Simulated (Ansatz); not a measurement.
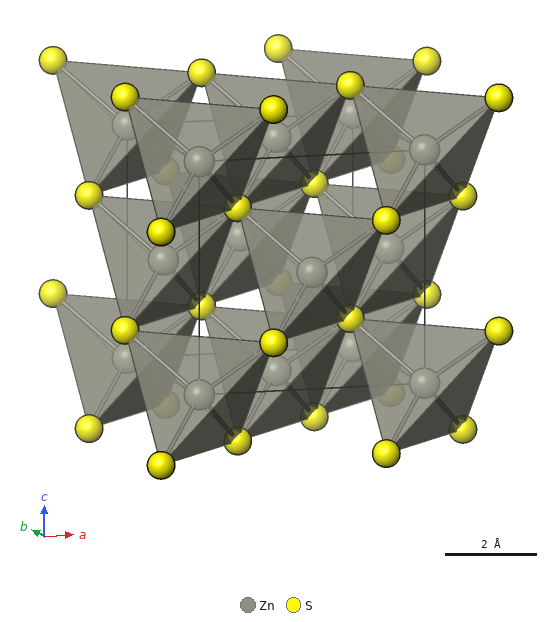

Figure 1. The structure (polyhedral view of the cell 4 times as large as that of the calculation, set on its symmetry axes, seen slightly off an axis; polyhedra are completed across the faces of the cell).

**ZnS: band-structure calculation**

- system: ZnS (F-43m, 2 atoms in the cell)
- method: DFT, r2SCAN, plane waves, PAW, no spin polarisation (Ansatz 0.2.0)

The structure was built on a prototype by a generator. The geometry comes from this level: r2SCAN (a point of a series of strains). It belongs to a series of runs on one base structure; here: hydrostatic strain -3.4%.

### Output
```
scf.n_extra_bands = 4 over 9 filled bands (N_el = 18.0): the run solves 13 bands
Engine: ansatz 0.2.0, aarch64-unknown-linux-gnu
Pseudopotentials: kind: paw
Pseudopotential: Zn, paw, valence charge 12, recommended cutoff 500 eV (meta_gga), Zn.paw.azcp
Pseudopotential: S, paw, valence charge 6, recommended cutoff 500 eV (meta_gga), S.paw.azcp
Functional definition: r2SCAN
  parameter k0 = 0.174
  parameter k1 = 0.065
  parameter a1 = 4.9479
  exchange = r2scan_x(k0 = k0, k1 = k1, a1 = a1)
  correlation = r2scan_c
Crystal: 2 atoms, lattice volume = 35.275 Å³
Basis set: ecut = 500 eV, 893 PW (Γ), exchange–correlation on 108×108×108 points (64 copies of the dense FFT grid, shifted against one another)
Bands: 13, of which v1, the nominal top of the filled ones, is band 9 counted from 1 (8 counted from 0)
Symmetry: 24 space group operations
Space group: F-43m (ITA 216), of the structure as read, at distance tolerance 3.3e-5 Å
k-points: 29 of 512 (time reversal used)
Non-local potential: Zn, projectors of the file, l = 0: 2, l = 1: 2, l = 2: 3, l = 3: 1
Non-local potential: S, projectors of the file, l = 0: 2, l = 1: 2, l = 2: 2
PAW form: soft (Blöchl's): semilocal exchange-correlation on the pseudo side does not see the compensation charge
PAW frozen core: Zn, regenerated for the run's functional (the file was generated under x = pbe(κ = 0.804, μ = 0.2195149727645171), c = pbe(β = 0.06672455060314922))
PAW frozen core: S, regenerated for the run's functional (the file was generated under x = pbe(κ = 0.804, μ = 0.2195149727645171), c = pbe(β = 0.06672455060314922))
PAW one-centre angular grid: Zn, 590 points (default); XC on 261 of its mesh's 2673 points in the sphere
PAW one-centre angular grid: S, 302 points (default); XC on 160 Gauss nodes
Initial density: superposition of atomic densities (neutral atoms: chi_scale 0, normalization atom), corrected by the library's trained network
Initial wavefunctions: pseudopotential atomic-orbital guess
Functional: x = r2scan, c = r2scan; τ floored in thin density (d = 2e-4 eV/Å³)
SCF iter   1: F=—  HF=-4233.334488 eV  |F-HF|=—  |Δ(HF+E_count)|=         —  Δρ=1.61e-2  dr2=4.68e-2  dr2_τ=9.99e-3  ethr=1.77e-3  ⟨swp⟩=4.8  Hψ=2070  notcnv=0  defer=44
preconditioner: auto → none  [insulator: Δε(μ)=3.183 eV  Ē_g=13.636 eV  n_scr=14 (ndim 8)  ℏωp=26.5 eV  f_vac=0.010  ε∞_Penn≈4.8]
SCF iter   2: F=—  HF=-4233.343598 eV  |F-HF|=—  |Δ(HF+E_count)|=   9.11e-3  Δρ=5.44e-3  dr2=9.35e-3  dr2_τ=3.67e-4  ethr=2.60e-4  ⟨swp⟩=2.2  Hψ=913  notcnv=0  defer=52
SCF iter   3: F=—  HF=-4233.337874 eV  |F-HF|=—  |Δ(HF+E_count)|=   5.72e-3  Δρ=2.99e-3  dr2=1.28e-3  dr2_τ=8.45e-6  ethr=5.20e-5  ⟨swp⟩=2.1  Hψ=678  notcnv=0  defer=53
SCF iter   4: F=—  HF=-4233.338292 eV  |F-HF|=—  |Δ(HF+E_count)|=   4.18e-4  Δρ=4.16e-4  dr2=8.57e-5  dr2_τ=4.47e-6  ethr=7.11e-6  ⟨swp⟩=3.0  Hψ=933  notcnv=0  defer=53
SCF iter   5: F=—  HF=-4233.338265 eV  |F-HF|=—  |Δ(HF+E_count)|=   2.75e-5  Δρ=1.84e-4  dr2=1.11e-5  dr2_τ=1.42e-7  ethr=4.76e-7  ⟨swp⟩=2.1  Hψ=469  notcnv=0  defer=2
SCF iter   6: F=-4233.338263 eV  HF=-4233.338263 eV  |F-HF|=1.02e-8  |Δ(HF+E_count)|=   1.24e-6  Δρ=1.13e-5  dr2=4.76e-8  dr2_τ=3.05e-9  ethr=5.56e-10  ⟨swp⟩=6.0  Hψ=2405  notcnv=0
SCF 1 converged in 6 iterations: F = -4233.338263 eV  dr2 = 4.76e-8
  greatest PAW one-centre occupation: 0.982 electrons in one spin orbital (limit 2), on the Zn atom at site 0 (counted from 0), in its partial waves of l = 2
NSCF: frozen V_eff on 6 k-points
SCF converged after 6 iterations
Free energy (F): -4233.338263 eV
Harris-Foulkes:  -4233.338263 eV  (|F-HF|=1.02e-8)
Internal energy: -4233.338263 eV  (E = F + TS)
E sigma→0 (E₀):  -4233.338263 eV
Fermi energy:    7.072383 eV
--- Per-component energies (eV) ---
  E_band       = 17.634873
  E_kinetic    = 240.620275
  E_local      = -1972.491089  (includes V_loc(G=0)·N_el)
  E_nonlocal   = 645.630027
  E_hartree    = 830.245637
  E_xc         = -217.553806
  E_vxc        = -150.698223  (∫ρ·V_xc dr)
  E_paw        = -2458.460609  (= ΣΔE_a)
  E_vpaw       = -413.363376  (= ΣTr[D̂ρ^β])
  E_aug_tail   = -0.000037  (compensation charges beyond the density's cutoff)
  E_vtau       = 7.445142  (kinetic-family band-sum trace: ∫τ·v_τ [+ j·A + Jᵃ·Aᵃ] dr)
  E_ewald      = -1301.036277
  E_core_change = -0.292385  (= ΣΔE_core)
  E_smearing   = -0.000000  (= −TS)
  E_closure    = 0.000000  (closes the sum)
  Σ components = -4233.338263   (vs F -4233.338263, Δ=0.00e0)
--- Forces (eV/Å), atoms counted from 1 ---
  atom   1  Zn     0.00000000    -0.00000000     0.00000000
  atom   2  S     -0.00000000     0.00000000     0.00000000
  max |Σ_I F_I| component: 7.40e-17 eV/Å
--- Stress (GPa, compression-positive) ---
       10.214707       0.000000      -0.000000
        0.000000      10.214707       0.000000
       -0.000000       0.000000      10.214707
  P = ⅓ Tr σ = 10.2147 GPa (102.147 kbar)
--- Band table (eV; the first three rows and the last of 29) ---
  k-point 0: bands = ["-7.4857", "0.0490", "0.0490", "0.0490", "0.7416", "0.7416", "7.0724", "7.0724", "7.0724", "10.2651", "13.8147", "13.8147", "13.8147"]
  k-point 1: bands = ["-7.3413", "0.0416", "0.0767", "0.0767", "0.7392", "0.7392", "5.8978", "6.8884", "6.8884", "11.0331", "13.8193", "14.1155", "14.1155"]
  k-point 2: bands = ["-6.9600", "0.0695", "0.1378", "0.1378", "0.7434", "0.7434", "3.9328", "6.4913", "6.4913", "11.3930", "14.5195", "14.5195", "14.8156"]
  k-point 28: bands = ["-5.9039", "0.1827", "0.4404", "0.6157", "0.6878", "1.2702", "1.8466", "3.6562", "3.8232", "13.0646", "14.1300", "15.6643", "15.7248"]
```

### File bands.tsv
```
# k_distance	band_0	band_1	band_2	band_3	band_4	band_5	band_6	band_7	band_8	band_9	band_10	band_11	band_12
# fermi_ev = 7.072383
# lock_threshold_ev = 1e-6
# [0, 0, 0] at k_distance = 0.000000
# [-0.5, -0.5, 0] at k_distance = 1.206900
# [-0.375, -0.375, 0.25] at k_distance = 1.633604
# [-0.375, 0, 0.375] at k_distance = 2.372677
# [0, 0, 0.5] at k_distance = 3.111749
# [-0.5, -0.25, 0.25] at k_distance = 3.965157
# levels_relative_to = fermi_ev
# free_energy_ev = -4233.338263
# largest_residual_norms_ev = 4.706e-3 8.381e-4 1.361e-3 2.428e-3 7.100e-4 1.130e-3 7.627e-4 9.353e-4 9.972e-4 8.444e-4 8.273e-4 1.316e-3 1.260e-3
0.000000	-14.558072	-7.023346	-7.023346	-7.023346	-6.330816	-6.330816	0.000000	0.000000	0.000000	3.192711	6.742276	6.742276	6.742276
1.206900	-12.984324	-7.156536	-6.561312	-6.561312	-6.226124	-6.068741	-5.086734	-2.735442	-2.735442	3.449687	4.398722	12.657068	13.530594
1.633604	-13.014480	-6.970143	-6.645936	-6.483710	-6.283111	-5.885015	-5.277794	-3.762190	-2.223422	4.345068	6.641391	10.279854	10.585660
2.372677	-13.014480	-6.970143	-6.645936	-6.483710	-6.283111	-5.885015	-5.277794	-3.762190	-2.223422	4.345068	6.641391	10.279854	10.585660
3.111749	-13.384050	-6.869806	-6.869806	-6.289678	-6.289678	-6.270353	-6.036232	-1.070480	-1.070480	4.012452	7.249905	7.249905	9.808656
3.965157	-12.976319	-6.889668	-6.631941	-6.456666	-6.384580	-5.802155	-5.225751	-3.416146	-3.249193	5.992197	7.057629	8.591884	8.652407
```

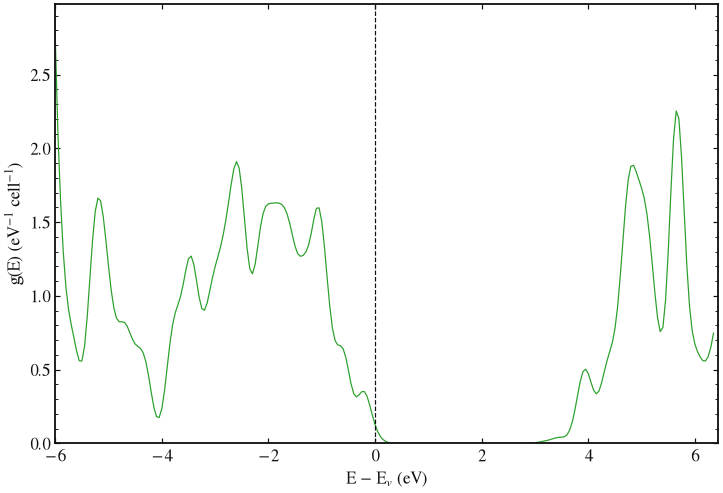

Figure 2. Density of states (the curve is built from the levels of the k mesh with Gaussians 0.3 eV wide, which also blur the band edges), with energies from the valence-band top. There is a gap of 3.19 eV on the k-point mesh. Small ripples come from the finite k-point mesh.

The run was set up as follows.

### Input
```yaml
crystal:
  lattice:
    - [0.0, 2.6030256899, 2.6030256899]
    - [2.6030256899, 0.0, 2.6030256899]
    - [2.6030256899, 2.6030256899, 0.0]
  atoms:
    - { symbol: Zn, position: [0.0, 0.0, 0.0] }
    - { symbol: S, position: [0.25, 0.25, 0.25] }
kpoints:
  mp_grid: { grid: [8, 8, 8] }
  band_path:
    path:
      - [0.0, 0.0, 0.0]
      - [-0.5, -0.5, 0.0]
      - [-0.375, -0.375, 0.25]
      - [-0.375, 0.0, 0.375]
      - [0.0, 0.0, 0.5]
      - [-0.5, -0.25, 0.25]
    npoints: 1
hamiltonian:
  xc: r2scan
scf:
  occupations: { method: fixed }
  n_extra_bands: 4
output:
  forces: true
  stress: true
  eigenvalues: true
```

Run as:
```bash
ansatz run input.yaml --threads 4 --pin off --max-ram 3686MiB --backend cpu --events-out ev --progress --plain --runs-dir out
```

### Key numbers

| quantity | value |
| --- | --- |
| outcome | converged |
| space group (tolerance 0.01 Å) | F-43m (216) |
| electrons treated | 18 |
| free energy | −4233.3383 eV |
| Fermi energy | 7.072 eV |
| gap on the k-point mesh | 3.19 eV |
| pressure | 10.21 GPa |
| largest force (length of the vector) | under 0.001 eV/Å |
| hardware | 4 threads of an Arm (aarch64) CPU, shared host |
| wall time | 2.7 s (CPU time 8.6 s) |
| peak memory | 0.4 GiB |

### Notes

The cell is under a pressure of 10.2 GPa at this level, so it is not at its equilibrium volume.
